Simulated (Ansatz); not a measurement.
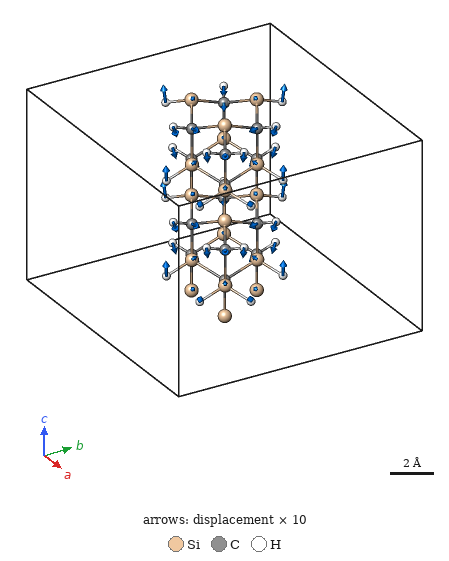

This is a relaxation of a wire of composition SiH2C. The starting structure is drawn; blue arrows show the displacements (the part carried along by the change of the cell is left out), 10 times their true length.

Style: ball-and-stick. Shown: the 2 repeat of the cell, with the vacuum cut short, from a free direction.

Case: wire along [0 0 1], 14 atoms a period, capped with H.

Level of theory: Ansatz, DFT PBE, scalar-relativistic, plane waves, PAW.

Input
```yaml
crystal:
  lattice:
    - [16.1, 0.0, 0.0]
    - [0.0, 15.7, 0.0]
    - [0.0, 0.0, 5.0740210508]
  atoms:
    - { symbol: Si, position: [0.3559736077, 0.4431518391, 0.0045635118] }
    - { symbol: Si, position: [0.5480087974, 0.4431518391, 0.0045635118] }
    - { symbol: Si, position: [0.4519912026, 0.6136963218, 0.0045635118] }
    - { symbol: Si, position: [0.4519912026, 0.3863036782, 0.5045635118] }
    - { symbol: Si, position: [0.3559736077, 0.5568481609, 0.5045635118] }
    - { symbol: Si, position: [0.6440263923, 0.3863036782, 0.5045635118] }
    - { symbol: Si, position: [0.5480087974, 0.5568481609, 0.5045635118] }
    - { symbol: C, position: [0.3559736077, 0.4431518391, 0.3804364882] }
    - { symbol: C, position: [0.5480087974, 0.4431518391, 0.3804364882] }
    - { symbol: C, position: [0.4519912026, 0.6136963218, 0.3804364882] }
    - { symbol: C, position: [0.4519912026, 0.3863036782, 0.8804364882] }
    - { symbol: C, position: [0.3559736077, 0.5568481609, 0.8804364882] }
    - { symbol: C, position: [0.6440263923, 0.3863036782, 0.8804364882] }
    - { symbol: C, position: [0.5480087974, 0.5568481609, 0.8804364882] }
    - { symbol: H, position: [0.280392607, 0.3984033646, 0.9068559544] }
    - { symbol: H, position: [0.4519912026, 0.7031932707, 0.9068559544] }
    - { symbol: H, position: [0.4519912026, 0.2968067293, 0.4068559544] }
    - { symbol: H, position: [0.280392607, 0.6015966354, 0.4068559544] }
    - { symbol: H, position: [0.6440263923, 0.2968067293, 0.4068559544] }
    - { symbol: H, position: [0.719607393, 0.4310521526, 0.4068559544] }
    - { symbol: H, position: [0.6235897982, 0.6015966354, 0.4068559544] }
    - { symbol: H, position: [0.3006828085, 0.4104163779, 0.4519138288] }
    - { symbol: H, position: [0.4519912026, 0.6791672442, 0.4519138288] }
    - { symbol: H, position: [0.4519912026, 0.3208327558, 0.9519138288] }
    - { symbol: H, position: [0.3006828085, 0.5895836221, 0.9519138288] }
    - { symbol: H, position: [0.6440263923, 0.3208327558, 0.9519138288] }
    - { symbol: H, position: [0.6993171915, 0.4190391394, 0.9519138288] }
    - { symbol: H, position: [0.6032995966, 0.5895836221, 0.9519138288] }
basis:
  ecutwfc: 420
kpoints:
  mp_grid: { grid: [1, 1, 7] }
hamiltonian:
  xc: pbe
scf:
  occupations: { method: gaussian, width: 0.05 }
output:
  forces: true
  stress: true
  eigenvalues: true
  populations: true
  write_density: true
  write_potential: true
  elf: true
  volumetric_format: npy
relax:
  adjacent_minimum: "off"
  f_tol: 0.02
  max_steps: 45
  cell: { fix: [a, b, alpha, beta, gamma], stress_tol: 0.03 }
```

Run as
```bash
ansatz run input.yaml --threads 4 --pin off --max-ram 11264MiB --backend cpu --events-out ev --progress --plain --runs-dir out
```

Q: Describe the change and its energy.

A: Over 3 accepted moves (4 points after the start) the energy falls by 0.197 eV per cell of the calculation. Largest force component: 0.71 eV/Å at the start, 0.0081 eV/Å at the end. At 1 point the geometry stayed and the basis and grid were re-selected for the new cell (energy shift of 12.3 meV per cell of the calculation at most each time). The largest moves relative to the centre of the atoms, 0.093 Å, are those of H15 and H16. Largest moves by element: H 0.093 Å, C 0.056 Å, Si 0.032 Å. Along the periodic axis the drawn cell goes c 10.148 → 10.379 Å (+2.3 %). Near-neighbour distances that change, for instance: Si6–C13 1.907 → 1.890 Å, C10–H23 1.090 → 1.103 Å, Si1–H15 1.490 → 1.502 Å, Si2–C9 1.907 → 1.917 Å. Among the angles between lasting bonds that change: C11–Si2–C14 109.5° → 105.2°, C8–Si5–C10 109.5° → 105.9°, Si4–C9–Si7 109.5° → 106.3°.
